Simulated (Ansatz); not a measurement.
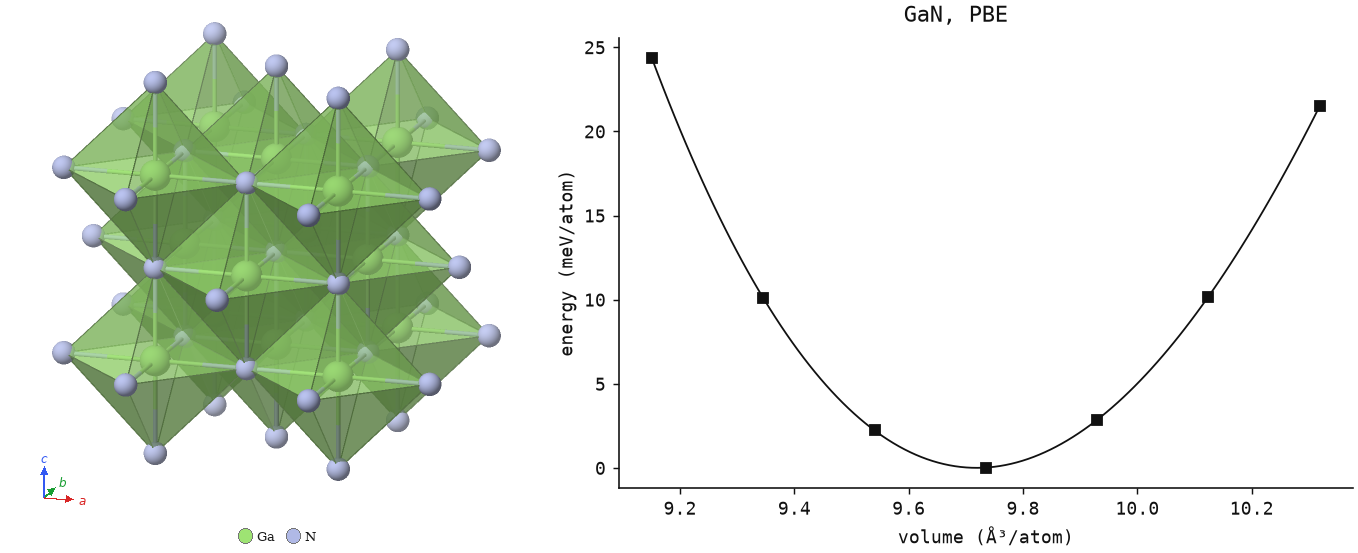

Plotted: energy against volume for GaN, space group Fm-3m (No. 225). The conventional cell is drawn beside the plot.

The given structure:
```cif
data_structure
_symmetry_space_group_name_H-M 'P 1'
_symmetry_Int_Tables_number 1
_cell_length_a 3.0197
_cell_length_b 3.0197
_cell_length_c 3.0197
_cell_angle_alpha 60.000
_cell_angle_beta 60.000
_cell_angle_gamma 60.000
_cell_volume 19.47
loop_
_atom_site_label
_atom_site_type_symbol
_atom_site_fract_x
_atom_site_fract_y
_atom_site_fract_z
_atom_site_occupancy
Ga1 Ga 0.00000 0.00000 0.00000 1
N1 N 0.50000 0.50000 0.50000 1
```

Computed with Ansatz 0.2.0: plane-wave DFT, no spin polarisation; energies at scaled volumes of the given cell, shape and fractions fixed, counted from the fit's minimum, third-order Birch-Murnaghan fit. Level: PBE.

k mesh 11×11×11; occupations Fermi–Dirac; smearing width 0.05 eV; potentials Ansatz PAW; wave cutoff 420 eV; density cutoff 1680 eV.

From this curve and the settings, what does the calculation give for the pressure at the same points?

The pressure falls from 14.52 GPa at volume 9.15 Å³/atom to −10.82 GPa at 10.32 Å³/atom, and changes sign near 9.72 Å³/atom.

```tsv
volume (Å³/atom)	pressure (GPa)
9.15	14.52
9.35	9.00
9.54	4.07
9.73	-0.33
9.93	-4.26
10.12	-7.75
10.32	-10.82
```
